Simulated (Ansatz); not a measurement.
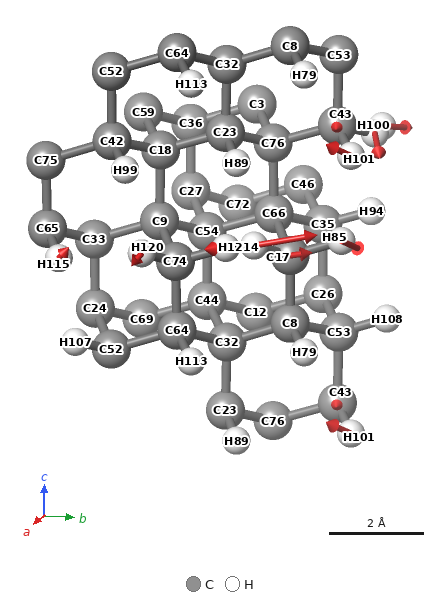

A relaxation of a wire of composition C$_{76}$H$_{46}$. The starting structure is drawn; red arrows show the displacements, 2 times their true length.

The picture is a ball-and-stick view of the atoms within 5.0 Å of the atom that moves most (axes of the cell of the calculation, with the vacuum cut short (origin shifted)), seen slightly off an axis.

Method: DFT, PBEsol, PAW, plane waves in Ansatz. Settings: plane-wave cutoff 420 eV; k-point mesh 1 × 1 × 3; no spin polarisation; atoms relaxed in a fixed cell; force threshold 0.03 eV/Å; at most 80 steps.

**Which element moves most?**

Hydrogen: up to 0.70 Å, against 0.27 Å for carbon.

**Describe the change and its energy.**

An H atom moves most relative to the centre of the atoms: 0.70 Å. By element the largest moves are H 0.70 Å, C 0.27 Å. The lattice vectors keep their values. Some distances before and after: H–H 0.667 → 1.634 Å, H–H 0.631 → 1.554 Å, C–H 1.221 → 1.107 Å, C–H 1.201 → 1.093 Å. Bonds break, among them: H–H (0.63 → 1.55 Å), H–H (0.67 → 1.63 Å). Among the angles between lasting bonds that change: C–C–C 107.5° → 115.5°, C–C–H 107.9° → 114.5°, C–C–H 107.1° → 113.7°. The energy falls by 25.317 eV per cell of the calculation in 5 geometry steps. Largest force component: 12 eV/Å at the start, 0.021 eV/Å at the end. Cost: 7.5 s on 1 × NVIDIA GB200 with 8 threads of Arm Neoverse-V2, peak memory 2.4 GiB.
